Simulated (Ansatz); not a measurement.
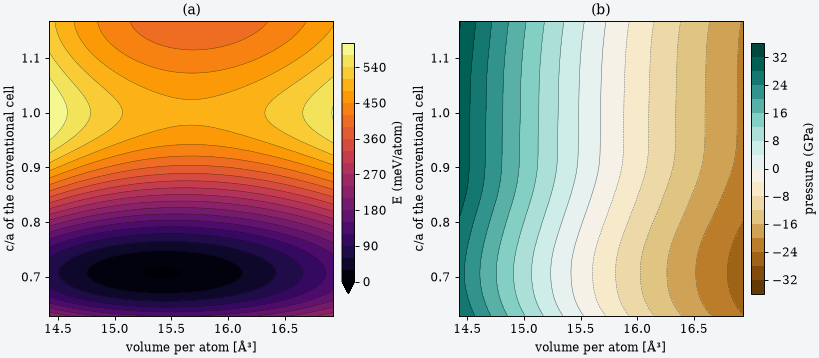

W (Fm-3m, No. 225; 1 atom in the cell). The energy is mapped over volume and the cell's shape. The first coordinate is: volume per atom; the second: c/a of the conventional cell. Nothing is relaxed (symmetry fixes all fractional coordinates). Grid: 11 × 13 points. Points are written as (first, second). All energies are given in meV/atom relative to the lowest grid point. All numbers below come from DFT LDA, scalar-relativistic, plane waves, PAW in Ansatz. Settings: cutoff 420 eV, k-mesh 22×22×22, gaussian smearing 0.15 eV, no spin polarisation.

Panel (a) is the energy; panel (b) is the computed pressure, in GPa.

Drawn: filled contours. Between grid points the surface is interpolated.

How does the pressure vary over the map, and what is it at the lowest grid point?

Answer. It runs from −25.8 GPa at (16.932 Å³, 0.697) to 32.5 GPa at (14.423 Å³, 1.167). At the lowest grid point, (15.427 Å³, 0.697), it is −0.2 GPa. The pressure is minus the slope of the energy with volume, so it vanishes at the true minimum, which need not be a grid point.

```csv
"c/a of the conventional cell ↓, volume per atom →",14.423,14.674,14.925,15.176,15.427,15.678,15.929,16.179,16.430,16.681,16.932
1.167,32.5,25.2,18.4,12.1,6.3,1.0,−4.0,−8.5,−12.8,−16.6,−20.2
1.109,31.7,24.4,17.6,11.4,5.6,0.3,−4.6,−9.1,−13.2,−17.0,−20.6
1.053,31.0,23.8,17.2,11.0,5.3,0.1,−4.8,−9.2,−13.3,−17.1,−20.6
1.000,30.9,23.7,17.1,10.9,5.2,0.0,−4.9,−9.3,−13.4,−17.2,−20.7
0.950,30.8,23.6,16.9,10.8,5.1,−0.1,−4.9,−9.3,−13.4,−17.2,−20.7
0.902,30.8,23.5,16.8,10.6,4.9,−0.3,−5.2,−9.7,−13.8,−17.6,−21.2
0.857,30.1,22.8,16.0,9.7,3.9,−1.4,−6.3,−10.8,−14.9,−18.8,−22.3
0.814,28.4,21.1,14.4,8.2,2.4,−2.9,−7.7,−12.2,−16.3,−20.1,−23.6
0.773,26.9,19.6,12.9,6.7,1.0,−4.3,−9.1,−13.6,−17.7,−21.4,−24.9
0.734,25.8,18.5,11.8,5.6,0.0,−5.3,−10.1,−14.5,−18.5,−22.2,−25.7
0.697,25.5,18.2,11.6,5.4,−0.2,−5.4,−10.2,−14.6,−18.7,−22.4,−25.8
0.662,26.4,19.1,12.3,6.1,0.4,−4.9,−9.7,−14.1,−18.1,−21.9,−25.3
0.629,28.2,20.9,14.1,7.9,2.1,−3.2,−8.0,−12.5,−16.6,−20.4,−23.9
```

PAW datasets: the set soft_1.
